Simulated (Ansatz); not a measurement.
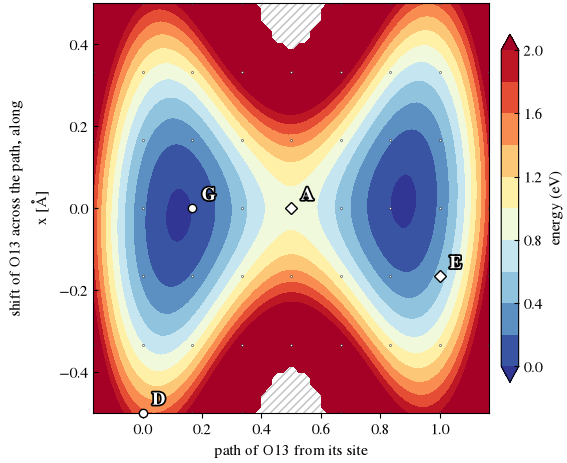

HfO₂ (Fm-3m phase) with one O vacancy (14 atoms in the cell, cell charge +2). An atom moved over a plane that holds its own site and a neighbouring vacancy (x along [1 0 0] of the conventional cell). First axis: path of O13 from its site (0) to the vacancy (1), 2.549 Å. Second axis: shift of O13 across the path, along x. Nothing is relaxed (all other atoms held at the sites of the perfect crystal). The grid has 9 × 7 points; 31 points were computed and 30 follow by symmetry. At 2 points there is no value (left out of the scan, as a rule where atoms come close). Points are written as (first, second). All energies are given in eV per cell relative to the lowest grid point. The cell is charged on a uniform background, without a charge correction. These are results of Ansatz, DFT PBE, scalar-relativistic, plane waves, PAW, not measurements. Settings: cutoff 420 eV, k-mesh 4×4×4, gaussian smearing 0.05 eV, no spin polarisation.

The picture shows filled contours, dots at the grid points, one colour for all values above the top of the scale, hatched blanks where no value was computed, lettered points. Between grid points the surface is interpolated.

Is E the lowest point of the computed grid?

Answer. No. E lies 0.48 eV above the lowest grid point, which is at (0.167, 0.000 Å) [nearest 2 Hf at 1.99 Å].

What kind of point is each of A, G: minimum, saddle, maximum or slope?

Answer. A: saddle point; G: minimum. (In these two coordinates alone; a stationary point may lie a little off the grid point.)

PAW datasets: the set soft_1.
